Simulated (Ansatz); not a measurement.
**Cu: geometry relaxation (part 2 of 2)**

Continued. System: Cu (Fm-3m, 1 atom in the cell). Method: DFT, PBE, PAW with Ansatz's default frozen-core files, scalar-relativistic, no spin polarisation (Ansatz 0.2.0); cutoff 420 eV, 20×20×20 k-mesh, Fermi–Dirac smearing of 0.03 eV. The structure was built on a prototype by a generator; it need not be a known phase. It belongs to a series of runs on one base structure; here: cell and atoms relaxed from a first guess.

Geometry of the input (Å; fractional positions):
```
0.0000  1.7718  1.7718
1.7718  0.0000  1.7718
1.7718  1.7718  0.0000
Cu 0.0000  0.0000  0.0000
```

## The program's output, continued
```
relax step   5: F+E_penalty+E_count = -6625.17558513 eV  Δ(F+E_penalty+E_count) = -5.294e-4 eV  max|allowed force component| = 0.000e0 eV/Å  Δτ_max = 0.0000 Å  P = -0.065 GPa  Ω = 11.961 Å³  stress off target by 6.50e-2 GPa  SCF on the basis re-selected at this cell (its energy is not comparable with the rows above)  (6 SCF iters)
basis re-selected at this cell: Δ(F+E_penalty+E_count) = -5.294e-4 eV, ΔP = -0.071 GPa vs the last step (what re-selecting the basis moved, of the pressure what is left beyond the Pulay correction that the steps carried, after the strain that the cell walked since its last selection, with what the two solves' SCF thresholds leave and, on support functions, any second-order correction that the steps lacked; it is no measure of the basis error at this ecutwfc). This SCF's stress stands 6.50e-2 GPa from its target on what of the cell is left free (relax.cell.stress_tol is 5.00e-2 GPa) and its largest allowed force component is 0.00e0 eV/Å (relax.f_tol is 5.00e-3 eV/Å): not within both, so this SCF does not close the relaxation
Crystal: 1 atoms, lattice volume = 11.956 Å³
iter 1 solved again at ethr=1.18e-8 eV; its pass at ethr=3.10e-3 eV (dr2=2.25e-6 eV) is discarded
SCF iter   1: F=—  HF=-6625.175592 eV  |F-HF|=—  |Δ(HF+E_count)|=         —  Δρ=1.72e-4  dr2=2.27e-6  ethr=1.18e-8  ⟨swp⟩=1.8  Hψ=22105  notcnv=0
preconditioner: auto → none  [metal: Δε(μ)=0.064 eV  Ē_g=16.900 eV  σ=0.030 eV  W_gap=0.42  n_scr=0 (ndim 8)  ℏωp=35.6 eV  f_vac=0.000  D(μ)=0.25/eV (n_scr^D=0)]
SCF iter   2: F=—  HF=-6625.175590 eV  |F-HF|=—  |Δ(HF+E_count)|=   1.32e-6  Δρ=1.33e-5  dr2=1.37e-8  ethr=1.18e-8  ⟨swp⟩=2.2  Hψ=4888  notcnv=0
iter 3 did not close the SCF: its close was put off for the readings that it lacked (scf_convergence_deferred on its scf_iter line)
SCF iter   3: F=-6625.175590 eV  HF=-6625.175590 eV  |F-HF|=5.59e-9  |Δ(HF+E_count)|=   1.78e-8  Δρ=9.44e-6  dr2=9.00e-9  ethr=7.23e-11  ⟨swp⟩=2.5  Hψ=5876  notcnv=0
iter 4 did not close the SCF: its close was put off for the readings that it lacked (scf_convergence_deferred on its scf_iter line)
SCF iter   4: F=-6625.175590 eV  HF=-6625.175590 eV  |F-HF|=7.64e-11  |Δ(HF+E_count)|=   2.35e-9  Δρ=1.05e-6  dr2=3.27e-11  ethr=4.74e-11  ⟨swp⟩=2.1  Hψ=5000  notcnv=0
iter 5 did not close the SCF: its close was put off for the readings that it lacked (scf_convergence_deferred on its scf_iter line)
SCF iter   5: F=-6625.175590 eV  HF=-6625.175590 eV  |F-HF|=0.00e0  |Δ(HF+E_count)|=  1.06e-10  Δρ=4.42e-8  dr2=1.95e-13  ethr=1.00e-12  ⟨swp⟩=2.0  Hψ=5337  notcnv=0
SCF iter   6: F=-6625.175590 eV  HF=-6625.175590 eV  |F-HF|=3.64e-12  |Δ(HF+E_count)|=    0.00e0  Δρ=5.12e-9  dr2=1.46e-15  ethr=1.00e-12  ⟨swp⟩=1.1  Hψ=8243  notcnv=0
SCF 6 converged in 6 iterations: F = -6625.175590 eV  dr2 = 1.46e-15
relax step   6: F+E_penalty+E_count = -6625.17559044 eV  Δ(F+E_penalty+E_count) = -5.304e-6 eV  max|allowed force component| = 0.000e0 eV/Å  Δτ_max = 0.0000 Å  P = -0.001 GPa  Ω = 11.956 Å³  energy of the carried Pulay correction = +4.174e-6 eV  (6 SCF iters, dr2 threshold 1.05e-8 eV, accepted)
iter 1 solved again at ethr=2.54e-10 eV; its pass at ethr=3.10e-3 eV (dr2=4.82e-8 eV) is discarded
SCF iter   1: F=—  HF=-6625.175590 eV  |F-HF|=—  |Δ(HF+E_count)|=         —  Δρ=4.95e-7  dr2=6.88e-12  ethr=2.54e-10  ⟨swp⟩=4.1  Hψ=31257  notcnv=0
preconditioner: auto → none  [metal: Δε(μ)=0.064 eV  Ē_g=16.901 eV  σ=0.030 eV  W_gap=0.42  n_scr=0 (ndim 8)  ℏωp=35.6 eV  f_vac=0.000  D(μ)=0.25/eV (n_scr^D=0)]
SCF iter   2: F=—  HF=-6625.175589 eV  |F-HF|=—  |Δ(HF+E_count)|=   8.52e-7  Δρ=4.80e-7  dr2=1.60e-11  ethr=1.00e-12  ⟨swp⟩=2.4  Hψ=5360  notcnv=0
iter 3 did not close the SCF: its close was put off for the readings that it lacked (scf_convergence_deferred on its scf_iter line)
SCF iter   3: F=-6625.175589 eV  HF=-6625.175589 eV  |F-HF|=9.09e-13  |Δ(HF+E_count)|=  2.73e-12  Δρ=8.28e-8  dr2=1.60e-13  ethr=1.00e-12  ⟨swp⟩=1.0  Hψ=3584  notcnv=0
iter 4 did not close the SCF: its close was put off for the readings that it lacked (scf_convergence_deferred on its scf_iter line)
SCF iter   4: F=-6625.175589 eV  HF=-6625.175589 eV  |F-HF|=1.82e-12  |Δ(HF+E_count)|=  2.73e-12  Δρ=6.96e-8  dr2=2.80e-13  ethr=1.00e-12  ⟨swp⟩=1.0  Hψ=3584  notcnv=0
iter 5 did not close the SCF: its close was put off for the readings that it lacked (scf_convergence_deferred on its scf_iter line)
SCF iter   5: F=-6625.175589 eV  HF=-6625.175589 eV  |F-HF|=3.64e-12  |Δ(HF+E_count)|=  1.82e-12  Δρ=3.18e-8  dr2=6.53e-14  ethr=1.00e-12  ⟨swp⟩=1.0  Hψ=3584  notcnv=0
iter 6 did not close the SCF: its close was put off for the readings that it lacked (scf_convergence_deferred on its scf_iter line)
SCF iter   6: F=-6625.175589 eV  HF=-6625.175589 eV  |F-HF|=0.00e0  |Δ(HF+E_count)|=    0.00e0  Δρ=8.09e-9  dr2=4.23e-15  ethr=1.00e-12  ⟨swp⟩=1.0  Hψ=3584  notcnv=0
SCF iter   7: F=-6625.175589 eV  HF=-6625.175589 eV  |F-HF|=9.09e-13  |Δ(HF+E_count)|=  9.09e-13  Δρ=4.70e-9  dr2=1.44e-15  ethr=1.00e-12  ⟨swp⟩=2.1  Hψ=9907  notcnv=0
SCF 7 converged in 7 iterations: F = -6625.175589 eV  dr2 = 1.44e-15
relax step   7: F+E_penalty+E_count = -6625.17558934 eV  Δ(F+E_penalty+E_count) = +1.097e-6 eV  max|allowed force component| = 0.000e0 eV/Å  Δτ_max = 0.0000 Å  P = -0.001 GPa  Ω = 11.956 Å³  stress off target by 1.35e-3 GPa  SCF on the basis re-selected at this cell (its energy is not comparable with the rows above)  (7 SCF iters)
```

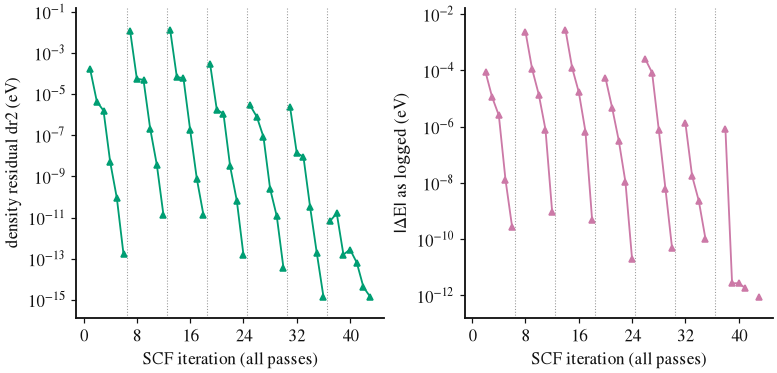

**Figure 1.** Convergence of the self-consistent field: density residual dr2 and size of the energy change against the SCF iteration. The dotted lines part the SCF passes of the relaxation: geometry steps, rejected trials and re-solves on a re-selected basis. The 7 passes take 6 to 7 iterations each, 43 in all.

```
basis re-selected at this cell: Δ(F+E_penalty+E_count) = +1.097e-6 eV, ΔP = -0.000 GPa vs the last step (what re-selecting the basis moved, of the pressure what is left beyond the Pulay correction that the steps carried, after the strain that the cell walked since its last selection, with what the two solves' SCF thresholds leave and, on support functions, any second-order correction that the steps lacked; it is no measure of the basis error at this ecutwfc). This SCF's stress stands 1.35e-3 GPa from its target on what of the cell is left free (relax.cell.stress_tol is 5.00e-2 GPa) and its largest allowed force component is 0.00e0 eV/Å (relax.f_tol is 5.00e-3 eV/Å): within both
SCF converged after 7 iterations
Free energy (F): -6625.175589 eV
Harris-Foulkes:  -6625.175589 eV  (|F-HF|=9.09e-13)
Internal energy: -6625.174818 eV  (E = F + TS)
E sigma→0 (E₀):  -6625.175204 eV
Entropy (-TS):   -0.000772 eV (-0.772 meV/atom)
Fermi energy:    16.478949 eV
--- Per-component energies (eV) ---
  E_band       = -363.645706
  E_kinetic    = 299.801830
  E_local      = -4072.926728  (includes V_loc(G=0)·N_el)
  E_nonlocal   = 389.926123
  E_hartree    = 1793.533220
  E_xc         = -89.481679
  E_vxc        = -115.469017  (∫ρ·V_xc dr)
  E_paw        = -1662.986594  (= ΣΔE_a)
  E_vpaw       = -452.044601  (= ΣTr[D̂ρ^β])
  E_aug_tail   = 0.000244  (compensation charges beyond the density's cutoff)
  E_ewald      = -3283.041233
  E_smearing   = -0.000772  (= −TS)
  E_closure    = 0.000000  (closes the sum)
  Σ components = -6625.175589   (vs F -6625.175589, Δ=0.00e0)
--- Forces (eV/Å), atoms counted from 1 ---
  atom   1  Cu    -0.00000000    -0.00000000    -0.00000000
  max |Σ_I F_I| component: 1.07e-31 eV/Å
--- Stress (GPa, compression-positive) ---
       -0.001347      -0.000000       0.000000
       -0.000000      -0.001347      -0.000000
        0.000000      -0.000000      -0.001347
  P = ⅓ Tr σ = -0.0013 GPa (-0.013 kbar)
--- Relaxed structure (5 steps of the walk, 5 accepted, 2 SCFs on fresh bases) ---
  F+E_penalty+E_count = -6625.17558934 eV   max|allowed force component| = 0.000e0 eV/Å   (the final SCF, on the basis selected at the relaxed cell)
  cell:  # Å, volume = 11.9558 Å³
    - [1.4609387552427371e-34, 1.8148843201339824, 1.8148843201339824]
    - [1.8148843201339824, 2.121744705386975e-34, 1.8148843201339824]
    - [1.8148843201339824, 1.8148843201339824, 1.5126885722658785e-35]
  atoms:
    - { symbol: Cu, position: [0.0, 0.0, 0.0] }
```

## Trajectory as extended XYZ (Å, eV, eV/Å), 7 frames, from step=1 to step=7
```
1
Lattice="0.0000 1.7718 1.7718 1.7718 0.0000 1.7718 1.7718 1.7718 0.0000" Properties=species:S:1:pos:R:3:forces:R:3 step=1 energy=-6625.14613 pressure_GPa=12.19
Cu    0.0000    0.0000    0.0000    0.0000   0.0000   0.0000
1
Lattice="0.0000 1.7912 1.7912 1.7912 0.0000 1.7912 1.7912 1.7912 0.0000" Properties=species:S:1:pos:R:3:forces:R:3 step=2 energy=-6625.16679 pressure_GPa=6.18
Cu    0.0000    0.0000    0.0000    0.0000   0.0000   0.0000
1
Lattice="0.0000 1.8121 1.8121 1.8121 0.0000 1.8121 1.8121 1.8121 0.0000" Properties=species:S:1:pos:R:3:forces:R:3 step=3 energy=-6625.17497 pressure_GPa=0.73
Cu    0.0000    0.0000    0.0000    0.0000   0.0000   0.0000
1
Lattice="0.0000 1.8152 1.8152 1.8152 0.0000 1.8152 1.8152 1.8152 0.0000" Properties=species:S:1:pos:R:3:forces:R:3 step=4 energy=-6625.17506 pressure_GPa=0.01
Cu    0.0000    0.0000    0.0000    0.0000   0.0000   0.0000
1
Lattice="0.0000 1.8152 1.8152 1.8152 0.0000 1.8152 1.8152 1.8152 0.0000" Properties=species:S:1:pos:R:3:forces:R:3 step=5 energy=-6625.17558 pressure_GPa=-0.06
Cu    0.0000    0.0000    0.0000    0.0000   0.0000   0.0000
1
Lattice="0.0000 1.8149 1.8149 1.8149 0.0000 1.8149 1.8149 1.8149 0.0000" Properties=species:S:1:pos:R:3:forces:R:3 step=6 energy=-6625.17559 pressure_GPa=-0.00
Cu    0.0000    0.0000    0.0000    0.0000   0.0000   0.0000
1
Lattice="0.0000 1.8149 1.8149 1.8149 0.0000 1.8149 1.8149 1.8149 0.0000" Properties=species:S:1:pos:R:3:forces:R:3 step=7 energy=-6625.17559 pressure_GPa=-0.00
Cu    0.0000    0.0000    0.0000    0.0000   0.0000   0.0000
```
